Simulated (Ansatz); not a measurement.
**From W to Sb**

System: W (Im-3m, 1 atom in the cell).
Method of run A: DFT r2SCAN, scalar-relativistic, plane waves, PAW, no spin polarisation (Ansatz 0.2.0).
System of run B: Sb (Im-3m, 1 atom in the cell).

On run A: The structure derives from a Materials Project entry. On run B: The structure was made by swapping elements on the sites of another compound; it need not be a known phase. It belongs to a series of runs on one base structure; here: W -> Sb on all its sites, cell and atoms relaxed. Text and figures count atoms from 1; the logs count them from 0 in places.

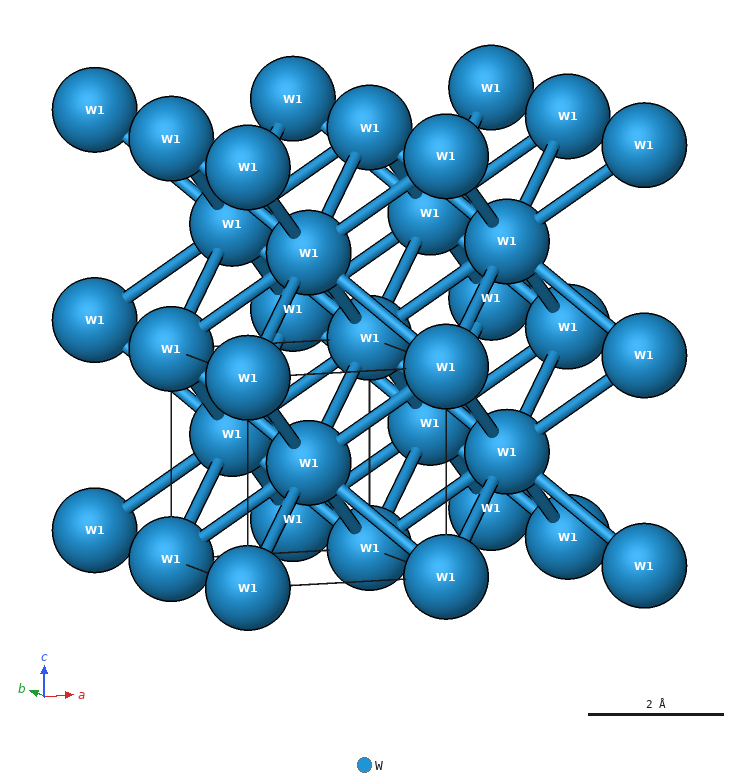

Fig. 1: The structure (ball-and-stick view of the cell 2 times as large as that of the calculation, set on its symmetry axes, repeated 2 × 2 × 2, seen slightly off an axis; atoms are numbered from 1 in the order of the input). An atom can appear more than once, as a periodic image.

### Input, run A
```yaml
crystal:
  lattice:
    - [-1.5851577801, 1.5851577801, 1.5851577801]
    - [1.5851577801, -1.5851577801, 1.5851577801]
    - [1.5851577801, 1.5851577801, -1.5851577801]
  atoms:
    - { symbol: W, position: [0.0, 0.0, 0.0] }
basis:
  ecutwfc: 500
kpoints:
  mp_grid: { grid: [8, 8, 8] }
hamiltonian:
  xc: r2scan
scf:
  occupations: { method: gaussian, width: 0.1 }
output:
  forces: true
  stress: true
  eigenvalues: true
```

Command:
```bash
ansatz run input.yaml --threads 1 --pin off --max-ram 2560MiB --backend cpu --events-out ev --progress --plain --runs-dir out
```

Hardware: 1 thread of Arm Neoverse V2, 24 GiB of memory available, shared host.

### Output, shortened to warnings, some set-up lines, iterations and results (run A)
```
Basis set: ecut = 500 eV, 381 PW (Γ), exchange–correlation on 96×96×96 points (64 copies of the dense FFT grid, shifted against one another)
Symmetry: 48 space group operations
k-points: 29 of 512
Initial density: superposition of atomic densities (neutral atoms: chi_scale 0, normalization atom), corrected by the library's trained network
[...]
SCF iter   1: F=—  HF=-10397.286151 eV  |F-HF|=—  |Δ(HF+E_count)|=         —  Δρ=7.25e-3  dr2=2.66e-3  dr2_τ=5.28e-2  ethr=1.77e-3  ⟨swp⟩=5.0  Hψ=1879  notcnv=0
SCF iter   2: F=—  HF=-10397.303612 eV  |F-HF|=—  |Δ(HF+E_count)|=   1.75e-2  Δρ=4.22e-3  dr2=6.42e-4  dr2_τ=1.28e-4  ethr=1.90e-5  ⟨swp⟩=2.9  Hψ=772  notcnv=0
SCF iter   3: F=—  HF=-10397.304356 eV  |F-HF|=—  |Δ(HF+E_count)|=   7.44e-4  Δρ=7.00e-4  dr2=2.04e-5  dr2_τ=1.40e-5  ethr=4.58e-6  ⟨swp⟩=2.4  Hψ=441  notcnv=0
SCF iter   4: F=—  HF=-10397.304367 eV  |F-HF|=—  |Δ(HF+E_count)|=   1.12e-5  Δρ=5.87e-5  dr2=1.35e-7  dr2_τ=1.60e-7  ethr=1.46e-7  ⟨swp⟩=2.3  Hψ=470  notcnv=0
SCF iter   5: F=-10397.304367 eV  HF=-10397.304367 eV  |F-HF|=7.18e-9  |Δ(HF+E_count)|=   5.59e-8  Δρ=9.33e-6  dr2=2.74e-9  dr2_τ=2.00e-9  ethr=9.61e-10  ⟨swp⟩=2.2  Hψ=475  …
SCF iter   6: F=-10397.304367 eV  HF=-10397.304367 eV  |F-HF|=2.78e-10  |Δ(HF+E_count)|=   7.84e-9  Δρ=2.17e-6  dr2=2.22e-10  dr2_τ=1.34e-10  ethr=1.96e-11  ⟨swp⟩=2.4  …
SCF 1 converged in 6 iterations: F = -10397.304367 eV  dr2 = 2.22e-10
SCF converged after 6 iterations
Free energy (F): -10397.304367 eV
Harris-Foulkes:  -10397.304367 eV  (|F-HF|=2.78e-10)
Internal energy: -10397.304367 eV  (E = F + TS)
E sigma→0 (E₀):  -10397.304367 eV
Entropy (-TS):   -0.000000 eV (-0.000 meV/atom)
Fermi energy:    22.139935 eV
--- Per-component energies (eV) ---
  E_band       = -97.644431
  E_kinetic    = 450.724711
  E_local      = -602.914521  (includes V_loc(G=0)·N_el)
  E_nonlocal   = 0.960933
  E_hartree    = 216.660598
  E_xc         = -249.133824
  E_vxc        = -259.997467  (∫ρ·V_xc dr)
  E_paw        = -8593.125099  (= ΣΔE_a)
  E_vpaw       = -133.142540  (= ΣTr[D̂ρ^β])
  E_aug_tail   = -0.000057  (compensation charges beyond the density's cutoff)
  E_vtau       = 13.403470  (kinetic-family band-sum trace: ∫τ·v_τ [+ j·A + Jᵃ·Aᵃ] dr)
  E_ewald      = -1619.889159
  E_core_change = -0.587949  (= ΣΔE_core)
  E_smearing   = -0.000000  (= −TS)
  E_closure    = 0.000000  (closes the sum)
  Σ components = -10397.304367   (vs F -10397.304367, Δ=0.00e0)
--- Forces (eV/Å), atoms counted from 1 ---
  atom   1  W     -0.00000000    -0.00000000     0.00000000
  max |Σ_I F_I| component: 1.16e-32 eV/Å
--- Stress (GPa, compression-positive) ---
       -0.229635       0.000000      -0.000000
       -0.000000      -0.229635      -0.000000
        0.000000      -0.000000      -0.229635
  P = ⅓ Tr σ = -0.2296 GPa (-2.296 kbar)
```

The input of run B differs as follows (lines with − go, lines with + come):
```diff
-    - [-1.5851577801, 1.5851577801, 1.5851577801]
-    - [1.5851577801, -1.5851577801, 1.5851577801]
-    - [1.5851577801, 1.5851577801, -1.5851577801]
+    - [-1.4263035032, 1.4263035032, 1.4263035032]
+    - [1.4263035032, -1.4263035032, 1.4263035032]
+    - [1.4263035032, 1.4263035032, -1.4263035032]
-    - { symbol: W, position: [0.0, 0.0, 0.0] }
+    - { symbol: Sb, position: [0.0, 0.0, 0.0] }
```

What does this change do to the results?

The total energies belong to different systems, so their difference says nothing on which is more stable or more accurate. The pressure goes from −0.23 to 367.29 GPa. The volume per atom goes from 15.93 to 11.61 Å³. The number of SCF iterations is the same. The plane waves at Γ go from 381 to 321.

### Output, shortened to warnings, some set-up lines, iterations and results (run B)
```
Basis set: ecut = 500 eV, 321 PW (Γ), exchange–correlation on 80×80×80 points (64 copies of the dense FFT grid, shifted against one another)
Symmetry: 48 space group operations
k-points: 29 of 512
Initial density: superposition of atomic densities (neutral atoms: chi_scale 0, normalization atom), corrected by the library's trained network
[...]
SCF iter   1: F=—  HF=-6490.770124 eV  |F-HF|=—  |Δ(HF+E_count)|=         —  Δρ=1.86e-2  dr2=1.54e-2  dr2_τ=6.50e-2  ethr=1.77e-3  ⟨swp⟩=5.5  Hψ=2140  notcnv=0
SCF iter   2: F=—  HF=-6490.786019 eV  |F-HF|=—  |Δ(HF+E_count)|=   1.59e-2  Δρ=8.51e-3  dr2=3.40e-3  dr2_τ=6.47e-5  ethr=1.03e-4  ⟨swp⟩=2.0  Hψ=761  notcnv=0  defer=18
SCF iter   3: F=—  HF=-6490.785128 eV  |F-HF|=—  |Δ(HF+E_count)|=   8.90e-4  Δρ=1.20e-3  dr2=1.33e-4  dr2_τ=6.16e-6  ethr=2.27e-5  ⟨swp⟩=2.4  Hψ=528  notcnv=0  defer=18
SCF iter   4: F=—  HF=-6490.785098 eV  |F-HF|=—  |Δ(HF+E_count)|=   3.00e-5  Δρ=6.27e-4  dr2=2.98e-5  dr2_τ=8.06e-7  ethr=8.84e-7  ⟨swp⟩=2.3  Hψ=556  notcnv=0  defer=18
SCF iter   5: F=—  HF=-6490.785113 eV  |F-HF|=—  |Δ(HF+E_count)|=   1.48e-5  Δρ=3.59e-5  dr2=3.96e-8  dr2_τ=1.33e-8  ethr=1.98e-7  ⟨swp⟩=2.0  Hψ=533  notcnv=0  defer=18
SCF iter   6: F=-6490.785113 eV  HF=-6490.785113 eV  |F-HF|=1.93e-9  |Δ(HF+E_count)|=   5.09e-9  Δρ=1.02e-5  dr2=5.68e-9  dr2_τ=1.77e-10  ethr=2.64e-10  ⟨swp⟩=6.5  Hψ=1646  …
SCF 1 converged in 6 iterations: F = -6490.785113 eV  dr2 = 5.68e-9
SCF converged after 6 iterations
Free energy (F): -6490.785113 eV
Harris-Foulkes:  -6490.785113 eV  (|F-HF|=1.93e-9)
Internal energy: -6490.779957 eV  (E = F + TS)
E sigma→0 (E₀):  -6490.782535 eV
Entropy (-TS):   -0.005156 eV (-5.156 meV/atom)
Fermi energy:    32.664017 eV
--- Per-component energies (eV) ---
  E_band       = 115.617437
  E_kinetic    = 235.125082
  E_local      = -706.331681  (includes V_loc(G=0)·N_el)
  E_nonlocal   = 371.469789
  E_hartree    = 419.387764
  E_xc         = -137.608114
  E_vxc        = -117.586767  (∫ρ·V_xc dr)
  E_paw        = -4606.653323  (= ΣΔE_a)
  E_vpaw       = -513.534619  (= ΣTr[D̂ρ^β])
  E_aug_tail   = -0.000001  (compensation charges beyond the density's cutoff)
  E_vtau       = 7.698963  (kinetic-family band-sum trace: ∫τ·v_τ [+ j·A + Jᵃ·Aᵃ] dr)
  E_ewald      = -2066.675511
  E_core_change = 0.506037  (= ΣΔE_core)
  E_smearing   = -0.005156  (= −TS)
  E_closure    = -0.000000  (closes the sum)
  Σ components = -6490.785113   (vs F -6490.785113, Δ=0.00e0)
--- Forces (eV/Å), atoms counted from 1 ---
  atom   1  Sb    -0.00000000     0.00000000    -0.00000000
  max |Σ_I F_I| component: 8.83e-32 eV/Å
--- Stress (GPa, compression-positive) ---
      367.292018       0.000000       0.000000
        0.000000     367.292018       0.000000
       -0.000000      -0.000000     367.292018
  P = ⅓ Tr σ = 367.2920 GPa (3672.920 kbar)
```

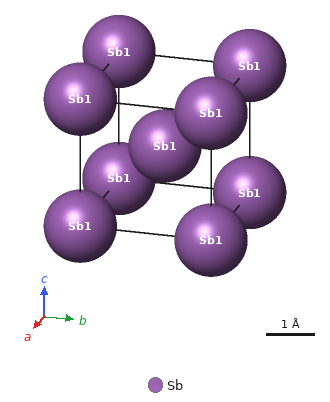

Fig. 2: The input structure of run B (spheres-only view of the cell 2 times as large as that of the calculation, set on its symmetry axes, seen at an oblique angle; atoms are numbered from 1 in the order of the input). An atom can appear more than once, as a periodic image.

### The two runs side by side

```tsv
quantity	run A	run B
outcome	converged	converged
free energy per atom (eV)	−10397.3044	−6490.7851
energy per atom, smearing taken to zero (eV)	−10397.3044	−6490.7825
gap on the mesh (eV)	0.00	0.00
pressure (GPa)	−0.23	367.29
volume per atom (Å³)	15.93	11.61
largest force (eV/Å)	0.000	0.000
SCF iterations	6	6
irreducible k-points	29	29
plane waves at Γ	381	321
wall time (shared host)	1.2 s	0.95 s
```

For run A: Spin–orbit coupling is left out, which matters for W. For run B: The cell is under a pressure of 367 GPa at this level, so it is not at its equilibrium volume.
